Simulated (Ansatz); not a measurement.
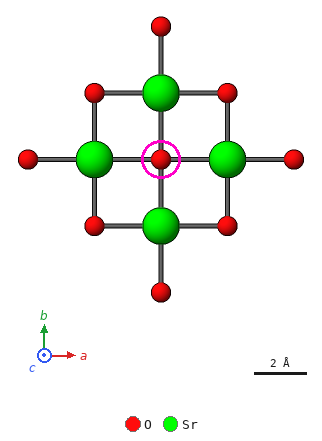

Perfect SrO. Style: ball-and-stick. Shown: the atoms within 5.4 Å of one point, in a slice 5.0 Å thick across the line of sight, along the c axis.

Computed with DFT, PBEsol, PAW, plane waves (Ansatz 0.2.0). Settings: plane-wave cutoff 420 eV; k-point mesh 1 × 1 × 1; mesh shifted by (0.25, 0.25, 0.25); no spin polarisation. Fermi-Dirac smearing of 0.01 eV. A uniform background neutralises the charged cell. The axes drawn are those of the host's conventional cell.

An oxygen atom is taken out (a vacancy) at the ringed place, in charge state +2. The supercell has 64 sites, and the atoms are relaxed at the host's cell.

Q: How do the neighbours respond?

A: Around the empty O site the host had 6 Sr at 2.56 Å; after relaxation the nearest atoms are 6 Sr at 2.75 to 2.76 Å. Of the host's atoms, a strontium atom moves furthest from its site, by 0.19 Å.

The relaxed defect, seen from the same direction:

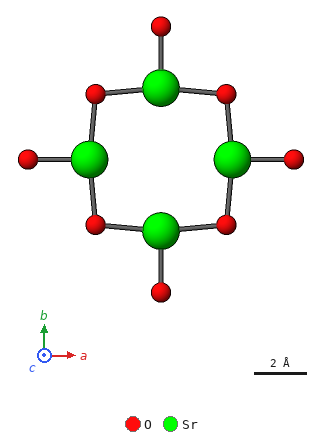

Limits of the set-up: the cell is charged, on a uniform background, and energies carry no finite-size correction.
